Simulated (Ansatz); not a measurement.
**Run report: Zr$_{15}$SiO$_{32}$, geometry relaxation (part 3 of 4)**

Continued. System: Zr$_{15}$SiO$_{32}$ (defect cell, 48 atoms in the cell). Method: DFT PBE, scalar-relativistic, plane waves, PAW, no spin polarisation (Ansatz 0.2.0); cutoff 420 eV, 2×2×2 k-mesh, Gaussian smearing of 0.01 eV. The structure derives from a Materials Project entry. It belongs to a series of runs on one base structure; here: Si on a Zr site (a), charge +0, atoms relaxed at the host's cell.

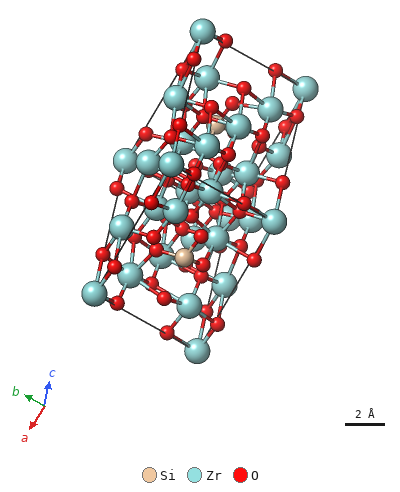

Figure 1. The geometry at step 4 of the log (ball-and-stick view of the cell of the calculation, seen at an oblique angle).

**Trajectory as extended XYZ (Å, eV, eV/Å), 11 frames, from step=1 to step=11**
```
48
Lattice="7.2420 0.0000 -5.2824 0.0000 7.2420 5.2824 0.0000 -7.2420 5.2824" Properties=species:S:1:pos:R:3:forces:R:3 step=1 energy=-81627.88202
Si    3.6210    3.6210    0.0000    0.0000   0.0000   0.0000
Zr    3.6210    0.0000    0.0000    0.0000  -0.0967   0.3556
Zr    3.6210    0.0000    5.2824    0.0000   0.0967   0.3556
Zr    3.6210   -3.6210    0.0000    0.0000   0.0000   0.0000
Zr    0.0000   -3.6210    5.2824   -0.0967   0.0000  -0.3556
Zr    0.0000    0.0000    5.2824    0.0000   0.0000   0.0000
Zr    0.0000    0.0000    0.0000    0.0000   0.0000   0.0000
Zr    0.0000    3.6210    5.2824    0.0967   0.0000  -0.3556
Zr    1.8105    5.4315    2.6412    0.2443  -0.0005  -0.0983
Zr    1.8105    1.8105    2.6412    0.2443   0.0005  -0.0983
Zr    1.8105   -5.4315    2.6412    0.0005   0.2443   0.0983
Zr    1.8105   -1.8105    2.6412    0.0005  -0.2443   0.0983
Zr    5.4315   -1.8105    2.6412   -0.0005  -0.2443   0.0983
Zr    5.4315    1.8105    2.6412   -0.2443   0.0005  -0.0983
Zr    5.4315    1.8105   -2.6412   -0.0005   0.2443   0.0983
Zr    5.4315   -1.8105   -2.6412   -0.2443  -0.0005  -0.0983
O     3.6210    5.4315    1.6227    0.0000  -0.0630  -0.0585
O     3.6210    1.8105    1.6227    0.0000   0.0630  -0.0585
O     3.6210   -5.4315    1.6227    0.0000  -0.0821   0.0348
O     3.6210   -1.8105    1.6227    0.0000   0.0821   0.0348
O     0.0000   -1.8105    6.9051    0.0750  -0.1110  -0.0218
O     0.0000    1.8105    6.9051   -0.0750   0.1110  -0.0218
O     0.0000    1.8105    1.6227    0.0750   0.1110  -0.0218
O     0.0000   -1.8105    1.6227   -0.0750  -0.1110  -0.0218
O     0.0000    5.4315    4.2639    0.0285   0.0210   0.0198
O     0.0000    1.8105    4.2639    0.0285  -0.0210   0.0198
O     0.0000   -5.4315    4.2639   -0.0285  -0.0210   0.0198
O     0.0000   -1.8105    4.2639   -0.0285   0.0210   0.0198
O     3.6210   -1.8105    4.2639    0.0000  -2.6661   1.1596
O     3.6210    1.8105    4.2639    0.0000  -0.0012   0.0351
O     3.6210    1.8105   -1.0185    0.0000   2.6661   1.1596
O     3.6210   -1.8105   -1.0185    0.0000   0.0012   0.0351
O     1.8105    3.6210    3.6597   -0.0821   0.0000  -0.0348
O     1.8105    0.0000    3.6597    0.1110  -0.0750   0.0218
O     1.8105    0.0000    8.9422    0.1110   0.0750   0.0218
O     1.8105   -3.6210    3.6597    0.0630   0.0000   0.0585
O     5.4315   -3.6210    3.6597   -0.0630   0.0000   0.0585
O     5.4315    0.0000    3.6597   -0.1110  -0.0750   0.0218
O     5.4315    0.0000   -1.6227   -0.1110   0.0750   0.0218
O     5.4315    3.6210    3.6597    0.0821   0.0000  -0.0348
O     1.8105    0.0000    6.3009   -0.0210   0.0285  -0.0198
O     1.8105   -3.6210    6.3009    2.6661   0.0000  -1.1596
O     1.8105    3.6210    6.3009   -0.0012   0.0000  -0.0351
O     1.8105    0.0000    1.0185   -0.0210  -0.0285  -0.0198
O     5.4315    0.0000    1.0185    0.0210  -0.0285  -0.0198
O     5.4315    3.6210    1.0185   -2.6661   0.0000  -1.1596
O     5.4315   -3.6210    1.0185    0.0012   0.0000  -0.0351
O     5.4315    0.0000    6.3009    0.0210   0.0285  -0.0198
48
Lattice="7.2420 0.0000 -5.2824 0.0000 7.2420 5.2824 0.0000 -7.2420 5.2824" Properties=species:S:1:pos:R:3:forces:R:3 step=2 energy=-81629.37655
Si    3.6210    3.6210    0.0000    0.0000   0.0000   0.0000
Zr    3.6210    0.0483    0.0181    0.0000  -0.0871   0.0936
Zr    3.6210   -0.0483    5.3005    0.0000   0.0871   0.0936
Zr    3.6210   -3.6210    0.0000    0.0000   0.0000   0.0000
Zr    0.0483   -3.6210    5.2644   -0.0871   0.0000  -0.0936
Zr    0.0000    0.0000    5.2824    0.0000   0.0000   0.0000
Zr    0.0000    0.0000    0.0000    0.0000   0.0000   0.0000
Zr   -0.0483    3.6210    5.2644    0.0871   0.0000  -0.0936
Zr    1.8305    5.4319    2.6363    0.1730   0.1331   0.0384
Zr    1.8305    1.8101    2.6363    0.1730  -0.1331   0.0384
Zr    1.8101   -5.4115    2.6461   -0.1331   0.1730  -0.0384
Zr    1.8101   -1.8305    2.6461   -0.1331  -0.1730  -0.0384
Zr    5.4319   -1.8305    2.6461    0.1331  -0.1730  -0.0384
Zr    5.4115    1.8101    2.6363   -0.1730  -0.1331   0.0384
Zr    5.4319    1.8305   -2.6363    0.1331   0.1730  -0.0384
Zr    5.4115   -1.8101   -2.6461   -0.1730   0.1331   0.0384
O     3.6210    5.4121    1.6086    0.0000   0.6105   0.4919
O     3.6210    1.8299    1.6086    0.0000  -0.6105   0.4919
O     3.6210   -5.4417    1.6285    0.0000   0.0488   0.2624
O     3.6210   -1.8003    1.6285    0.0000  -0.0488   0.2624
O     0.0124   -1.8360    6.9087    0.1849  -0.1722  -0.0725
O    -0.0124    1.8360    6.9087   -0.1849   0.1722  -0.0725
O     0.0124    1.8360    1.6262    0.1849   0.1722  -0.0725
O    -0.0124   -1.8360    1.6262   -0.1849  -0.1722  -0.0725
O     0.0028    5.4364    4.2570   -0.0414   0.0790   0.0823
O     0.0028    1.8056    4.2570   -0.0414  -0.0790   0.0823
O    -0.0028   -5.4364    4.2570    0.0414  -0.0790   0.0823
O    -0.0028   -1.8056    4.2570    0.0414   0.0790   0.0823
O     3.6210   -1.9362    4.3368    0.0000  -1.8431   0.9228
O     3.6210    1.7840    4.2945    0.0000   0.2809  -0.1720
O     3.6210    1.9362   -0.9456    0.0000   1.8431   0.9228
O     3.6210   -1.7840   -0.9879    0.0000  -0.2809  -0.1720
O     1.8003    3.6210    3.6539    0.0488   0.0000  -0.2624
O     1.8360   -0.0124    3.6562    0.1722  -0.1849   0.0725
O     1.8360    0.0124    8.9386    0.1722   0.1849   0.0725
O     1.8299   -3.6210    3.6738   -0.6105   0.0000  -0.4919
O     5.4121   -3.6210    3.6738    0.6105   0.0000  -0.4919
O     5.4060   -0.0124    3.6562   -0.1722  -0.1849   0.0725
O     5.4060    0.0124   -1.6262   -0.1722   0.1849   0.0725
O     5.4417    3.6210    3.6539   -0.0488   0.0000  -0.2624
O     1.8056    0.0028    6.3079   -0.0790  -0.0414  -0.0823
O     1.9362   -3.6210    6.2280    1.8431   0.0000  -0.9228
O     1.7840    3.6210    6.2704    0.2809   0.0000   0.1720
O     1.8056   -0.0028    1.0254   -0.0790   0.0414  -0.0823
O     5.4364   -0.0028    1.0254    0.0790   0.0414  -0.0823
O     5.3058    3.6210    0.9456   -1.8431   0.0000  -0.9228
O     5.4580   -3.6210    0.9879   -0.2809   0.0000   0.1720
O     5.4364    0.0028    6.3079    0.0790  -0.0414  -0.0823
48
Lattice="7.2420 0.0000 -5.2824 0.0000 7.2420 5.2824 0.0000 -7.2420 5.2824" Properties=species:S:1:pos:R:3:forces:R:3 step=3 energy=-81630.80730
Si    3.6210    3.6210    0.0000    0.0000   0.0000   0.0000
Zr    3.6210    0.0811    0.0239    0.0000   0.2410   0.0162
Zr    3.6210   -0.0811    5.3064    0.0000  -0.2410   0.0162
Zr    3.6210   -3.6210    0.0000    0.0000   0.0000   0.0000
Zr    0.0811   -3.6210    5.2585    0.2410   0.0000  -0.0162
Zr    0.0000    0.0000    5.2824    0.0000   0.0000   0.0000
Zr    0.0000    0.0000    0.0000    0.0000   0.0000   0.0000
Zr   -0.0811    3.6210    5.2585   -0.2410   0.0000  -0.0162
Zr    1.8521    5.4545    2.6452    0.1865   0.0592   0.1593
Zr    1.8521    1.7875    2.6452    0.1865  -0.0592   0.1593
Zr    1.7875   -5.3899    2.6372   -0.0592   0.1865  -0.1593
Zr    1.7875   -1.8521    2.6372   -0.0592  -0.1865  -0.1593
Zr    5.4545   -1.8521    2.6372    0.0592  -0.1865  -0.1593
Zr    5.3899    1.7875    2.6452   -0.1865  -0.0592   0.1593
Zr    5.4545    1.8521   -2.6452    0.0592   0.1865  -0.1593
Zr    5.3899   -1.7875   -2.6372   -0.1865   0.0592   0.1593
O     3.6210    5.4802    1.6490    0.0000   1.1729   0.6544
O     3.6210    1.7618    1.6490    0.0000  -1.1729   0.6544
O     3.6210   -5.4399    1.6574    0.0000   0.0034   0.2489
O     3.6210   -1.8021    1.6574    0.0000  -0.0034   0.2489
O     0.0445   -1.8673    6.9032    0.1154  -0.2213  -0.1305
O    -0.0445    1.8673    6.9032   -0.1154   0.2213  -0.1305
O     0.0445    1.8673    1.6208    0.1154   0.2213  -0.1305
O    -0.0445   -1.8673    1.6208   -0.1154  -0.2213  -0.1305
O     0.0067    5.4456    4.2608    0.0573   0.1205   0.0453
O     0.0067    1.7964    4.2608    0.0573  -0.1205   0.0453
O    -0.0067   -5.4456    4.2608   -0.0573  -0.1205   0.0453
O    -0.0067   -1.7964    4.2608   -0.0573   0.1205   0.0453
O     3.6210   -2.0993    4.4344    0.0000   0.1397  -0.1083
O     3.6210    1.7861    4.3019    0.0000   0.0769   0.0216
O     3.6210    2.0993   -0.8480    0.0000  -0.1397  -0.1083
O     3.6210   -1.7861   -0.9806    0.0000  -0.0769   0.0216
O     1.8021    3.6210    3.6250    0.0034   0.0000  -0.2489
O     1.8673   -0.0445    3.6616    0.2213  -0.1154   0.1305
O     1.8673    0.0445    8.9441    0.2213   0.1154   0.1305
O     1.7618   -3.6210    3.6335   -1.1729   0.0000  -0.6544
O     5.4802   -3.6210    3.6335    1.1729   0.0000  -0.6544
O     5.3747   -0.0445    3.6616   -0.2213  -0.1154   0.1305
O     5.3747    0.0445   -1.6208   -0.2213   0.1154   0.1305
O     5.4399    3.6210    3.6250   -0.0034   0.0000  -0.2489
O     1.7964    0.0067    6.3041   -0.1205   0.0573  -0.0453
O     2.0993   -3.6210    6.1305   -0.1397   0.0000   0.1083
O     1.7861    3.6210    6.2630    0.0769   0.0000  -0.0216
O     1.7964   -0.0067    1.0216   -0.1205  -0.0573  -0.0453
O     5.4456   -0.0067    1.0216    0.1205  -0.0573  -0.0453
O     5.1427    3.6210    0.8480    0.1397   0.0000   0.1083
O     5.4559   -3.6210    0.9806   -0.0769   0.0000  -0.0216
O     5.4456    0.0067    6.3041    0.1205   0.0573  -0.0453
48
Lattice="7.2420 0.0000 -5.2824 0.0000 7.2420 5.2824 0.0000 -7.2420 5.2824" Properties=species:S:1:pos:R:3:forces:R:3 step=4 energy=-81631.39915
Si    3.6210    3.6210    0.0000    0.0000   0.0000   0.0000
Zr    3.6210    0.1205    0.0578    0.0000   0.0827  -0.4609
Zr    3.6210   -0.1205    5.3402    0.0000  -0.0827  -0.4609
Zr    3.6210   -3.6210    0.0000    0.0000   0.0000   0.0000
Zr    0.1205   -3.6210    5.2247    0.0827   0.0000   0.4609
Zr    0.0000    0.0000    5.2824    0.0000   0.0000   0.0000
Zr    0.0000    0.0000    0.0000    0.0000   0.0000   0.0000
Zr   -0.1205    3.6210    5.2247   -0.0827   0.0000   0.4609
Zr    1.8880    5.4971    2.6802   -0.8324  -0.0646   0.4889
Zr    1.8880    1.7449    2.6802   -0.8324   0.0646   0.4889
Zr    1.7449   -5.3540    2.6023    0.0646  -0.8324  -0.4889
Zr    1.7449   -1.8880    2.6023    0.0646   0.8324  -0.4889
Zr    5.4971   -1.8880    2.6023   -0.0646   0.8324  -0.4889
Zr    5.3540    1.7449    2.6802    0.8324   0.0646   0.4889
Zr    5.4971    1.8880   -2.6802   -0.0646  -0.8324  -0.4889
Zr    5.3540   -1.7449   -2.6023    0.8324  -0.0646   0.4889
O     3.6210    5.6589    1.7269    0.0000   0.5304  -0.1882
O     3.6210    1.5831    1.7269    0.0000  -0.5304  -0.1882
O     3.6210   -5.4252    1.6893    0.0000   0.2829   0.2508
O     3.6210   -1.8168    1.6893    0.0000  -0.2829   0.2508
O     0.0997   -1.9150    6.8784    0.0489  -0.0888  -0.0027
O    -0.0997    1.9150    6.8784   -0.0489   0.0888  -0.0027
O     0.0997    1.9150    1.5959    0.0489   0.0888  -0.0027
O    -0.0997   -1.9150    1.5959   -0.0489  -0.0888  -0.0027
O     0.0371    5.4683    4.2513    0.1318   0.1343  -0.0919
O     0.0371    1.7737    4.2513    0.1318  -0.1343  -0.0919
O    -0.0371   -5.4683    4.2513   -0.1318  -0.1343  -0.0919
O    -0.0371   -1.7737    4.2513   -0.1318   0.1343  -0.0919
O     3.6210   -2.1829    4.4713    0.0000   1.3373  -0.9514
O     3.6210    1.7615    4.3498    0.0000   0.3063  -0.2034
O     3.6210    2.1829   -0.8111    0.0000  -1.3373  -0.9514
O     3.6210   -1.7615   -0.9326    0.0000  -0.3063  -0.2034
O     1.8168    3.6210    3.5931    0.2829   0.0000  -0.2508
O     1.9150   -0.0997    3.6865    0.0888  -0.0489   0.0027
O     1.9150    0.0997    8.9689    0.0888   0.0489   0.0027
O     1.5831   -3.6210    3.5556   -0.5304   0.0000   0.1882
O     5.6589   -3.6210    3.5556    0.5304   0.0000   0.1882
O     5.3270   -0.0997    3.6865   -0.0888  -0.0489   0.0027
O     5.3270    0.0997   -1.5959   -0.0888   0.0489   0.0027
O     5.4252    3.6210    3.5931   -0.2829   0.0000  -0.2508
O     1.7737    0.0371    6.3135   -0.1343   0.1318   0.0919
O     2.1829   -3.6210    6.0935   -1.3373   0.0000   0.9514
O     1.7615    3.6210    6.2151    0.3063   0.0000   0.2034
O     1.7737   -0.0371    1.0311   -0.1343  -0.1318   0.0919
O     5.4683   -0.0371    1.0311    0.1343  -0.1318   0.0919
O     5.0591    3.6210    0.8111    1.3373   0.0000   0.9514
O     5.4805   -3.6210    0.9326   -0.3063   0.0000   0.2034
O     5.4683    0.0371    6.3135    0.1343   0.1318   0.0919
48
Lattice="7.2420 0.0000 -5.2824 0.0000 7.2420 5.2824 0.0000 -7.2420 5.2824" Properties=species:S:1:pos:R:3:forces:R:3 step=5 energy=-81631.85811
Si    3.6210    3.6210    0.0000    0.0000   0.0000   0.0000
Zr    3.6210    0.1035    0.0326    0.0000   0.3688  -0.0175
Zr    3.6210   -0.1035    5.3150    0.0000  -0.3688  -0.0175
Zr    3.6210   -3.6210    0.0000    0.0000   0.0000   0.0000
Zr    0.1035   -3.6210    5.2498    0.3688   0.0000   0.0175
Zr    0.0000    0.0000    5.2824    0.0000   0.0000   0.0000
Zr    0.0000    0.0000    0.0000    0.0000   0.0000   0.0000
Zr   -0.1035    3.6210    5.2498   -0.3688   0.0000   0.0175
Zr    1.8577    5.5126    2.7048    0.1089  -0.4228   0.0494
Zr    1.8577    1.7294    2.7048    0.1089   0.4228   0.0494
Zr    1.7294   -5.3843    2.5776    0.4228   0.1089  -0.0494
Zr    1.7294   -1.8577    2.5776    0.4228  -0.1089  -0.0494
Zr    5.5126   -1.8577    2.5776   -0.4228  -0.1089  -0.0494
Zr    5.3843    1.7294    2.7048   -0.1089   0.4228   0.0494
Zr    5.5126    1.8577   -2.7048   -0.4228   0.1089  -0.0494
Zr    5.3843   -1.7294   -2.5776   -0.1089  -0.4228   0.0494
O     3.6210    5.7494    1.7457    0.0000   0.1904  -0.0804
O     3.6210    1.4926    1.7457    0.0000  -0.1904  -0.0804
O     3.6210   -5.3951    1.7079    0.0000   0.0194   0.0115
O     3.6210   -1.8469    1.7079    0.0000  -0.0194   0.0115
O     0.1068   -1.9214    6.8673    0.0464  -0.0101  -0.0740
O    -0.1068    1.9214    6.8673   -0.0464   0.0101  -0.0740
O     0.1068    1.9214    1.5848    0.0464   0.0101  -0.0740
O    -0.1068   -1.9214    1.5848   -0.0464  -0.0101  -0.0740
O     0.0633    5.4774    4.2506    0.2194   0.1917  -0.1132
O     0.0633    1.7646    4.2506    0.2194  -0.1917  -0.1132
O    -0.0633   -5.4774    4.2506   -0.2194  -0.1917  -0.1132
O    -0.0633   -1.7646    4.2506   -0.2194   0.1917  -0.1132
O     3.6210   -2.1659    4.4473    0.0000   0.5227  -0.3513
O     3.6210    1.7869    4.3278    0.0000  -0.1509   0.1162
O     3.6210    2.1659   -0.8351    0.0000  -0.5227  -0.3513
O     3.6210   -1.7869   -0.9547    0.0000   0.1509   0.1162
O     1.8469    3.6210    3.5745    0.0194   0.0000  -0.0115
O     1.9214   -0.1068    3.6976    0.0101  -0.0464   0.0740
O     1.9214    0.1068    8.9800    0.0101   0.0464   0.0740
O     1.4926   -3.6210    3.5368   -0.1904   0.0000   0.0804
O     5.7494   -3.6210    3.5368    0.1904   0.0000   0.0804
O     5.3206   -0.1068    3.6976   -0.0101  -0.0464   0.0740
O     5.3206    0.1068   -1.5848   -0.0101   0.0464   0.0740
O     5.3951    3.6210    3.5745   -0.0194   0.0000  -0.0115
O     1.7646    0.0633    6.3143   -0.1917   0.2194   0.1132
O     2.1659   -3.6210    6.1175   -0.5227   0.0000   0.3513
O     1.7869    3.6210    6.2371   -0.1509   0.0000  -0.1162
O     1.7646   -0.0633    1.0319   -0.1917  -0.2194   0.1132
O     5.4774   -0.0633    1.0319    0.1917  -0.2194   0.1132
O     5.0761    3.6210    0.8351    0.5227   0.0000   0.3513
O     5.4551   -3.6210    0.9547    0.1509   0.0000  -0.1162
O     5.4774    0.0633    6.3143    0.1917   0.2194   0.1132
48
Lattice="7.2420 0.0000 -5.2824 0.0000 7.2420 5.2824 0.0000 -7.2420 5.2824" Properties=species:S:1:pos:R:3:forces:R:3 step=6 energy=-81632.11065
Si    3.6210    3.6210    0.0000    0.0000   0.0000   0.0000
Zr    3.6210    0.1856   -0.0055    0.0000  -0.2719  -0.0006
Zr    3.6210   -0.1856    5.2769    0.0000   0.2719  -0.0006
Zr    3.6210   -3.6210    0.0000    0.0000   0.0000   0.0000
Zr    0.1856   -3.6210    5.2879   -0.2719   0.0000   0.0006
Zr    0.0000    0.0000    5.2824    0.0000   0.0000   0.0000
Zr    0.0000    0.0000    0.0000    0.0000   0.0000   0.0000
Zr   -0.1856    3.6210    5.2879    0.2719   0.0000   0.0006
Zr    1.8713    5.4956    2.7502   -0.0734   0.1068   0.1533
Zr    1.8713    1.7464    2.7502   -0.0734  -0.1068   0.1533
Zr    1.7464   -5.3707    2.5322   -0.1068  -0.0734  -0.1533
Zr    1.7464   -1.8713    2.5322   -0.1068   0.0734  -0.1533
Zr    5.4956   -1.8713    2.5322    0.1068   0.0734  -0.1533
Zr    5.3707    1.7464    2.7502    0.0734  -0.1068   0.1533
Zr    5.4956    1.8713   -2.7502    0.1068  -0.0734  -0.1533
Zr    5.3707   -1.7464   -2.5322    0.0734   0.1068   0.1533
O     3.6210    5.8097    1.7559    0.0000  -0.0842  -0.1999
O     3.6210    1.4323    1.7559    0.0000   0.0842  -0.1999
O     3.6210   -5.2581    1.7105    0.0000   0.0652   0.1092
O     3.6210   -1.9839    1.7105    0.0000  -0.0652   0.1092
O     0.1474   -1.9228    6.8617    0.1425  -0.0513   0.0885
O    -0.1474    1.9228    6.8617   -0.1425   0.0513   0.0885
O     0.1474    1.9228    1.5793    0.1425   0.0513   0.0885
O    -0.1474   -1.9228    1.5793   -0.1425  -0.0513   0.0885
O     0.1422    5.4766    4.2601    0.0550  -0.0722  -0.1180
O     0.1422    1.7654    4.2601    0.0550   0.0722  -0.1180
O    -0.1422   -5.4766    4.2601   -0.0550   0.0722  -0.1180
O    -0.1422   -1.7654    4.2601   -0.0550  -0.0722  -0.1180
O     3.6210   -2.1803    4.4093    0.0000  -0.0611   0.1199
O     3.6210    1.7304    4.3633    0.0000  -0.0039   0.0156
O     3.6210    2.1803   -0.8731    0.0000   0.0611   0.1199
O     3.6210   -1.7304   -0.9192    0.0000   0.0039   0.0156
O     1.9839    3.6210    3.5719    0.0652   0.0000  -0.1092
O     1.9228   -0.1474    3.7031    0.0513  -0.1425  -0.0885
O     1.9228    0.1474    8.9856    0.0513   0.1425  -0.0885
O     1.4323   -3.6210    3.5266    0.0842   0.0000   0.1999
O     5.8097   -3.6210    3.5266   -0.0842   0.0000   0.1999
O     5.3192   -0.1474    3.7031   -0.0513  -0.1425  -0.0885
O     5.3192    0.1474   -1.5793   -0.0513   0.1425  -0.0885
O     5.2581    3.6210    3.5719   -0.0652   0.0000  -0.1092
O     1.7654    0.1422    6.3048    0.0722   0.0550   0.1180
O     2.1803   -3.6210    6.1556    0.0611   0.0000  -0.1199
O     1.7304    3.6210    6.2016   -0.0039   0.0000  -0.0156
O     1.7654   -0.1422    1.0223    0.0722  -0.0550   0.1180
O     5.4766   -0.1422    1.0223   -0.0722  -0.0550   0.1180
O     5.0617    3.6210    0.8731   -0.0611   0.0000  -0.1199
O     5.5116   -3.6210    0.9192    0.0039   0.0000  -0.0156
O     5.4766    0.1422    6.3048   -0.0722   0.0550   0.1180
```
